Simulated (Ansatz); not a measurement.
A series of calculations on SnO$_{2}$

Part 1: Relaxation

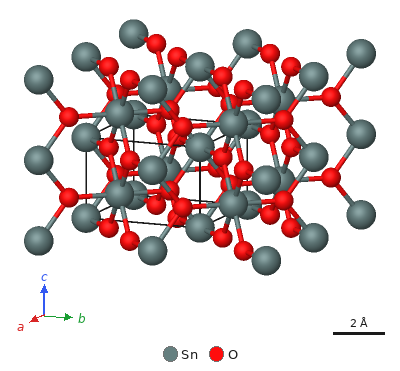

This is the input geometry for a relaxation of crystalline SnO2 (set up in Pnnm) (coarse preliminary run). Style: ball-and-stick. Shown: the cell of the calculation, repeated 2 × 2 × 2 with one cell outlined, slightly off an axis.

Level of theory: DFT r2SCAN, scalar-relativistic, plane waves, PAW in Ansatz 0.2.0.

The input:
```yaml
crystal:
  lattice:
    - [4.788004, 0.0, 0.0]
    - [0.0, 4.866582, 0.0]
    - [0.0, 0.0, 3.240898]
  atoms:
    - { symbol: Sn, position: [0.5, 0.5, 0.5] }
    - { symbol: Sn, position: [0.0, 0.0, 0.0] }
    - { symbol: O, position: [0.291855, 0.321042, 0.0] }
    - { symbol: O, position: [0.791855, 0.178958, 0.5] }
    - { symbol: O, position: [0.208145, 0.821042, 0.5] }
    - { symbol: O, position: [0.708145, 0.678958, 0.0] }
basis:
  ecutwfc: 500
kpoints:
  mp_grid: { grid: [4, 4, 6] }
hamiltonian:
  xc: r2scan
scf:
  occupations: { method: gaussian, width: 0.1 }
output:
  forces: true
  stress: true
  eigenvalues: true
relax:
  adjacent_minimum: "off"
  f_tol: 0.05
  max_steps: 80
  cell: { stress_tol: 0.5 }
```

Launched with:
```bash
ansatz run input.yaml --threads 2 --pin off --max-ram 5120MiB --backend cpu --events-out ev --progress --plain --runs-dir out
```

What does the optimiser find from here?

The largest moves relative to the cell, 0.092 Å, are those of O3, O4, O5 and O6. O3 goes along [1 −1 0]. Sn stays in place. The volume changes by −4.0 %, with a 4.788 → 4.759 Å (−0.6 %), b 4.867 → 4.759 Å (−2.2 %), c 3.241 → 3.200 Å (−1.2 %). Near-neighbour distances that change, for instance: Sn1–O4 2.096 → 2.057 Å, Sn1–O3 2.092 → 2.067 Å. The space group stays Pnnm (No. 58). The energy falls by 98.2 meV per cell of the calculation in 3 accepted moves (4 points after the start). Largest force component: 0.13 eV/Å at the start, 0.039 eV/Å at the end. The pressure goes from −8.21 to 0.02 GPa. The SCF was repeated once at an unchanged geometry on a basis and grid sized afresh for the cell, which shifted the energy by 1.6 meV per cell of the calculation at most.

History of the run:

| step | E − E(0), meV/atom | largest force component, eV/Å | pressure, GPa | volume, Å³/atom | note |
| --- | --- | --- | --- | --- | --- |
| 0 | 0.00 | 0.1258 | -8.21 | 12.586 |  |
| 1 | -15.00 | 0.0674 | 0.29 | 12.059 |  |
| 2 | -15.85 | 0.0647 | 0.12 | 12.073 |  |
| 3 | -16.64 | 0.0393 | 0.00 | 12.081 |  |
| 4 | -16.37 | 0.0394 | 0.02 | 12.081 | same geometry, new basis |

The end point in the same view:

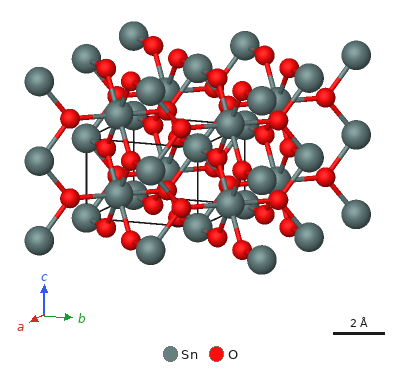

Part 2: Relaxation

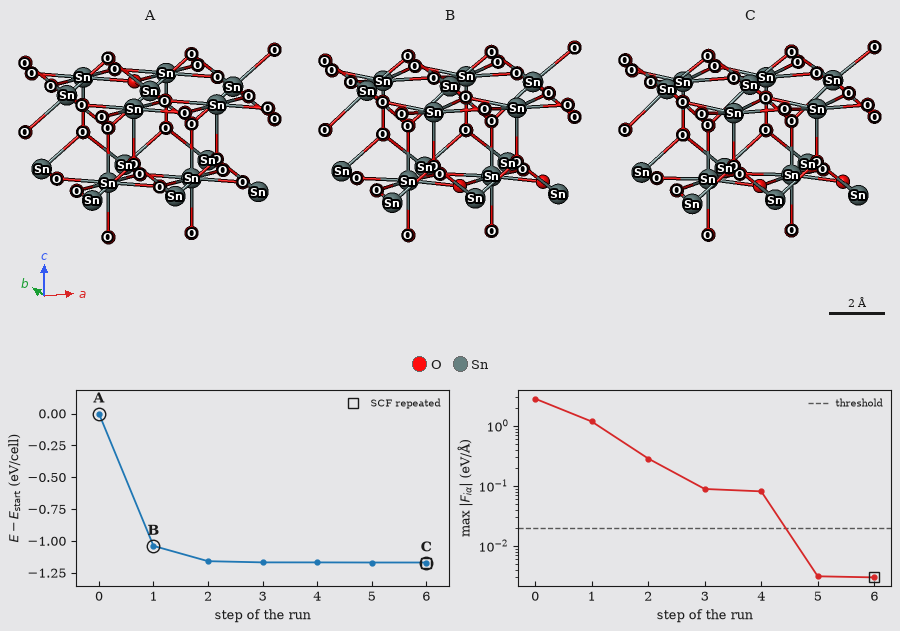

Frames of a relaxation of a slab of composition SnO2 (cut from the P4_2/mnm phase), marked on the history of the run. Style: ball-and-stick. Shown: the atoms within 5.8 Å of the atom that moves most (axes of the 2 × 1 repeat of the cell, outlined in the plane, without the vacuum), slightly off an axis.

Case: (1 1 0) slab, atoms relaxed. The slab is the (1 1 0) face of SnO2.

Theory: Ansatz 0.2.0, DFT r2SCAN, scalar-relativistic, plane waves, PAW.

Input file:
```yaml
crystal:
  lattice:
    - [3.2007107582, 0.0, 0.0]
    - [0.0, 6.7315686836, 0.0]
    - [0.0, 0.0, 27.7104094135]
  atoms:
    - { symbol: O, position: [0.0, 6.33268e-05, 0.2706564125] }
    - { symbol: O, position: [0.5, 0.6941148639, 0.3177941327] }
    - { symbol: Sn, position: [0.5, 2.5158e-05, 0.3178057772] }
    - { symbol: Sn, position: [0.0, 0.500025158, 0.3178057772] }
    - { symbol: O, position: [0.5, 0.3059354522, 0.3178174217] }
    - { symbol: O, position: [0.0, 0.9999869893, 0.3649551419] }
    - { symbol: O, position: [0.0, 0.5000884848, 0.3921192277] }
    - { symbol: O, position: [0.5, 0.1941400219, 0.4392569479] }
    - { symbol: Sn, position: [0.5, 0.5000503161, 0.4392685924] }
    - { symbol: Sn, position: [0.0, 5.03161e-05, 0.4392685924] }
    - { symbol: O, position: [0.5, 0.8059606102, 0.4392802369] }
    - { symbol: O, position: [0.0, 0.5000121473, 0.4864179571] }
    - { symbol: O, position: [0.0, 0.0001136428, 0.5135820429] }
    - { symbol: O, position: [0.5, 0.6941651799, 0.5607197631] }
    - { symbol: Sn, position: [0.5, 7.54741e-05, 0.5607314076] }
    - { symbol: Sn, position: [0.0, 0.5000754741, 0.5607314076] }
    - { symbol: O, position: [0.5, 0.3059857682, 0.5607430521] }
    - { symbol: O, position: [0.0, 3.73053e-05, 0.6078807723] }
    - { symbol: O, position: [0.0, 0.5001388009, 0.6350448581] }
    - { symbol: O, position: [0.5, 0.194190338, 0.6821825783] }
    - { symbol: Sn, position: [0.5, 0.5001006321, 0.6821942228] }
    - { symbol: Sn, position: [0.0, 0.0001006321, 0.6821942228] }
    - { symbol: O, position: [0.5, 0.8060109262, 0.6822058673] }
    - { symbol: O, position: [0.0, 0.5000624634, 0.7293435875] }
basis:
  ecutwfc: 500
kpoints:
  mp_grid: { grid: [8, 4, 1] }
hamiltonian:
  xc: r2scan
scf:
  occupations: { method: gaussian, width: 0.05 }
output:
  forces: true
  eigenvalues: true
  write_density: true
  write_potential: true
  elf: true
  volumetric_format: npy
relax:
  adjacent_minimum: "off"
  f_tol: 0.02
  max_steps: 60
efield:
  axis: 3
  dipole_correction: true
  ramp_width: 0.04
```

Launched with:
```bash
ansatz run input.yaml --threads 2 --pin off --max-ram 5120MiB --backend cpu --events-out ev --progress --plain --runs-dir out
```

Describe the path.

Answer. The largest moves relative to the layer's centre, 0.24 Å, are those of Sn3 and Sn21. Sn21 goes along the normal (+c). Largest moves by element: Sn 0.24 Å, O 0.14 Å. The cell stays as it was. Near-neighbour distances that change, for instance: O19–Sn21 2.066 → 2.163 Å, Sn21–O24 2.066 → 1.979 Å, O18–Sn22 2.059 → 1.989 Å, O20–Sn21 2.059 → 2.120 Å. Among the angles between lasting bonds that change: O20–Sn22–O23 180.0° → 163.9°, O18–Sn22–O20 90.0° → 98.1°, Sn21–O24–Sn21 101.5° → 108.0°. The energy falls by 1.169 eV per cell of the calculation in 5 accepted moves (6 points after the start). Largest force component: 2.8 eV/Å at the start, 0.003 eV/Å at the end. 1 step only repeated the SCF at the same geometry. The run took 30 min on 2 threads of Intel(R) Xeon(R) Processor @ 2.50GHz (Skylake/Cascade Lake) (shared host), peak memory 3.1 GiB. From step 0 to 1: Sn atoms move most (0.18 Å), energy −1.039 eV per cell of the calculation. From step 1 to 6: Sn atoms move most (0.06 Å), energy −0.130 eV per cell of the calculation.

| step | E − E(0), meV/atom | largest force component, eV/Å | note |
| --- | --- | --- | --- |
| 0 | 0.00 | 2.8304 |  |
| 1 | -43.27 | 1.1809 |  |
| 2 | -48.27 | 0.2856 |  |
| 3 | -48.66 | 0.0888 |  |
| 4 | -48.67 | 0.0811 |  |
| 5 | -48.70 | 0.0031 |  |
| 6 | -48.70 | 0.0030 | same geometry, SCF repeated |

Part 3: A change

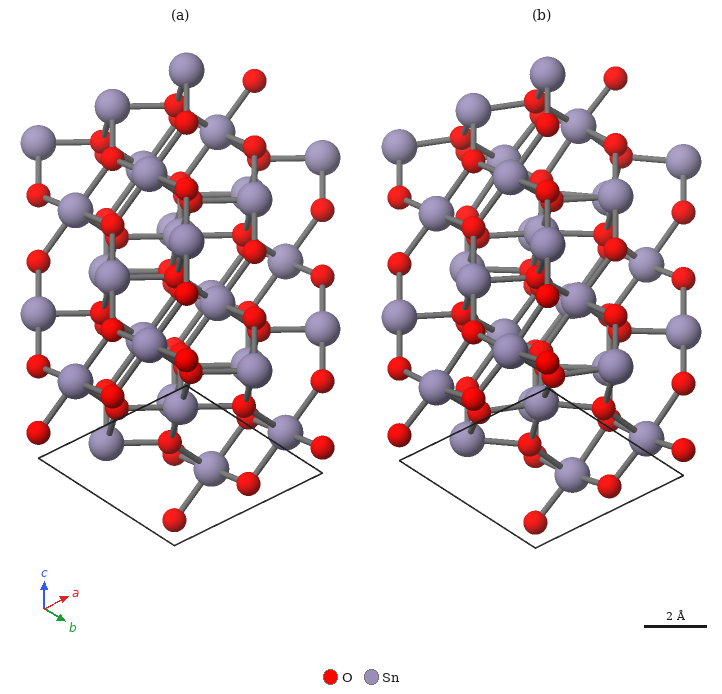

Left: a (1 1 0) slab of SnO$_{2}$ as cut from the relaxed bulk. Right: the same structure after one change, at the same scale. Style: ball-and-stick. Shown: the 2 × 1 repeat of the cell, outlined in the plane, without the vacuum, from a free direction.

All numbers below come from DFT r2SCAN, scalar-relativistic, plane waves, PAW in Ansatz 0.2.0. Set-up: plane-wave cutoff 500 eV; occupations gaussian; no spin polarisation. The k-mesh is chosen for each cell (6×6×8, 8×4×1). Smearing widths differ between the runs.

The atoms of the slab are relaxed at the bulk's in-plane cell.

> And its effect?

The surface energy (mean of the two faces) falls from 1.75 to 1.31 J/m². The top spacing, between the O and Sn2O2 planes, goes from 1.31 to 1.32 Å (+1.0 %), the bottom one (O to Sn2O2) from 1.31 to 1.32 Å (+1.0 %). The lattice vectors keep their values. The largest moves relative to the layer's centre, 0.24 Å, are those of Sn atoms. Largest moves by element: Sn 0.24 Å, O 0.14 Å. Among the bonded contacts that change: O–Sn 2.064 → 1.979 to 2.163 Å.
